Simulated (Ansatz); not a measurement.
**GaN (slab): density, localisation and related maps**

The calculation's input:

```
crystal:
  lattice:
    - [5.5744824363, 0.0, 0.0]
    - [-2.7872412181, 4.8276434027, 0.0]
    - [0.0, 0.0, 31.342774132]
  atoms:
    - { symbol: "N", position: [0.3320321674, 0.3345938227, 0.2466910891] }
    - { symbol: "N", position: [0.6653690922, 0.0012625252, 0.2466918227] }
    - { symbol: "N", position: [-0.0012990123, 0.6679256307, 0.2465802671] }
    - { symbol: Ga, position: [-0.0013005225, 0.3346941579, 0.2572677569] }
    - { symbol: Ga, position: [0.3319317424, 0.0011592835, 0.257266496] }
    - { symbol: Ga, position: [0.6654667181, 0.6679261892, 0.257265308] }
    - { symbol: "N", position: [-0.0013269149, 0.3348111576, 0.3249856335] }
    - { symbol: "N", position: [0.3318143481, 0.0010973235, 0.3249825198] }
    - { symbol: "N", position: [0.6655283898, 0.6679518006, 0.3249794757] }
    - { symbol: Ga, position: [0.3320078629, 0.3346237733, 0.3416689911] }
    - { symbol: Ga, position: [0.6653345641, 0.001283694, 0.3416686249] }
    - { symbol: Ga, position: [-0.0013320982, 0.6679580811, 0.3418180674] }
    - { symbol: "N", position: [0.3319591583, 0.3346643841, 0.4072072133] }
    - { symbol: "N", position: [0.6652897135, 0.001326925, 0.4072061585] }
    - { symbol: "N", position: [-0.0013765556, 0.6680010486, 0.4075538957] }
    - { symbol: Ga, position: [-0.0013890128, 0.3338221655, 0.4254308581] }
    - { symbol: Ga, position: [0.3327983471, 0.0021758074, 0.4254185732] }
    - { symbol: Ga, position: [0.6644454527, 0.6680080018, 0.4254041665] }
    - { symbol: "N", position: [-0.0014687052, 0.3335685946, 0.4907928976] }
    - { symbol: "N", position: [0.3330445684, 0.0025680037, 0.4907358618] }
    - { symbol: "N", position: [0.6640873675, 0.6681020486, 0.4906750689] }
    - { symbol: Ga, position: [0.3321106688, 0.3349540569, 0.5110630314] }
    - { symbol: Ga, position: [0.6650304831, 0.0011923707, 0.5111175144] }
    - { symbol: Ga, position: [-0.0015154633, 0.6681713774, 0.5091880447] }
basis:
  ecutwfc: 420
kpoints:
  mp_grid: { grid: [9, 9, 1] }
hamiltonian:
  xc: pbe
scf:
  occupations: { method: gaussian, width: 0.1 }
output:
  forces: true
  stress: true
  eigenvalues: true
  write_density: true
  write_potential: true
  elf: true
  volumetric_format: npy
efield:
  axis: 3
  dipole_correction: true
  ramp_width: 0.04
```

Run with:

```sh
ansatz run input.yaml --threads 8 --pin off --max-ram 20480MiB --backend cpu --events-out ev --progress --plain --runs-dir out
```

Not relaxed (largest force 0.7 eV/Å).

These are results of Ansatz 0.2.0, DFT PBE, scalar-relativistic, plane waves, PAW, not measurements.

Core electrons are frozen (PAW), and the valence fields are smoothed inside the atomic spheres.

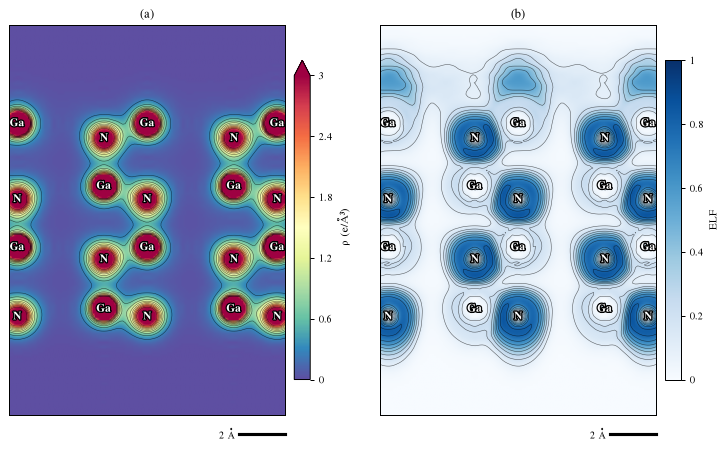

Figure 1. (a) valence pseudo-density; (b) ELF on the (100) plane of the calculation cell, a cut from vacuum to vacuum.

Question: What do the fields say about this system?

Answer:
- The section cuts through N and Ga sites.
- Ga–N (1.89 Å): ρ is about 0.84 e/Å³ halfway; the ELF peaks at about 0.85 in the valence shell of N, 0.6 Å from its nucleus, and is about 0.50 at the midpoint.
- Ga–N (1.93 Å): ρ is about 0.77 e/Å³ halfway; the ELF peaks at about 0.85 in the valence shell of N, 0.6 Å from its nucleus, and is about 0.50 at the midpoint.
- Ga–N (2.05 Å): ρ is about 0.56 e/Å³ halfway; the ELF peaks at about 0.85 in the valence shell of N, 0.7 Å from its nucleus, and is about 0.40 at the midpoint.
- Ga–N (2.12 Å): ρ is about 0.49 e/Å³ halfway; the ELF peaks at about 0.85 in the valence shell of N, 0.7 Å from its nucleus, and is about 0.40 at the midpoint.
- The density dies away to nearly zero in the vacuum.
- The features right at Ga lie inside the PAW spheres, where the map follows smoothed inner orbitals and isn't to be read closely.

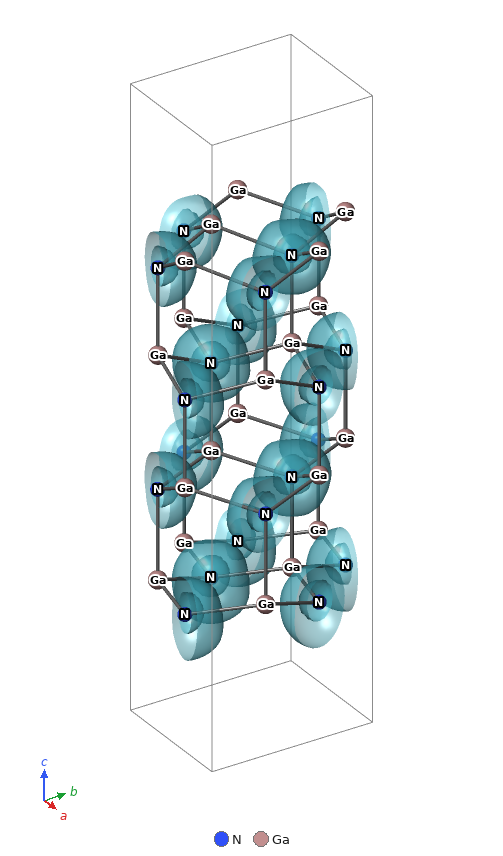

Figure 2. Isosurface of the electron localisation function at 0.7 (cyan), seen at an oblique angle. Only the valence region is drawn (cores and ρ < 0.01 e/Å³ removed). Sticks mark near contacts.

Question: Describe the localisation domains.

Answer: At this value the surface marks out twelve regions wrapped around N (the valence shell of each), counted in one cell of 24 atoms. Counts are for one cell; the picture repeats the cell along the surface.

Question: Does the calculation make it a metal, or give it a gap?

Answer: It is gapless in this calculation (a metal or semimetal).
